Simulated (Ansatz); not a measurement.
The calculation's input:

```
crystal:
  lattice:
    - [4.29119666, 0.0, 0.0]
    - [0.0, 4.29119666, 0.0]
    - [0.0, 0.0, 4.29119666]
  atoms:
    - { symbol: K, position: [0.0, 0.0, 0.0] }
    - { symbol: I, position: [0.5, 0.5, 0.5] }
basis:
  ecutwfc: 500
  fft_grid_basis: typed
kpoints:
  mp_grid: { grid: [8, 8, 8] }
hamiltonian:
  xc: pbe
scf:
  occupations: { method: gaussian, width: 0.05 }
output:
  forces: true
  stress: true
  eigenvalues: true
  bader: true
  write_density: true
  volumetric_format: npy
  elf: true
```

Command:

```sh
ansatz run input.yaml --threads 1 --pin off --max-ram 2560MiB --backend cpu --events-out ev --progress --plain --runs-dir out
```

The picture shows the conventional cell (a = 4.29 Å, b = 4.29 Å, c = 4.29 Å, α = 90.00°, β = 90.00°, γ = 90.00°).

Space group Pm-3m. The cell comes from a database of computed structures, not from a measurement.

The calculation used DFT PBE, scalar-relativistic, plane waves, PAW in Ansatz.

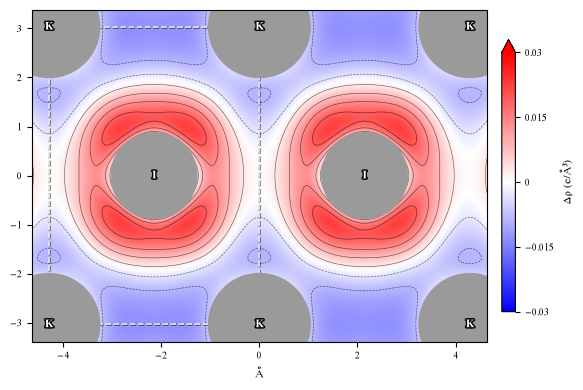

KI. Deformation density (self-consistent density less superposed neutral spherical atoms): a map on the (011) plane of the conventional cell, with grey discs over the atomic cores. Cores are masked to 1.0 Å (K) and 0.9 Å (I).

In a PAW calculation such maps are meaningful between the atoms, not at the nuclei.

Question: Describe the bonding charge.

Answer: Over the whole cell, outside the masked cores, the largest gain, 0.02 e/Å³, lies 1.2 Å from an iodine nucleus, and the largest loss, 0.013 e/Å³, lies 1.6 Å from a potassium nucleus. The rearranged charge, half the integral of |Δρ|, is about 0.15 e an atom. Bader charges: K +0.82 and I −0.82 e.

Cost of the run: 7.8 s on 1 thread of Arm Neoverse V2 (shared host), peak memory 0.35 GiB.
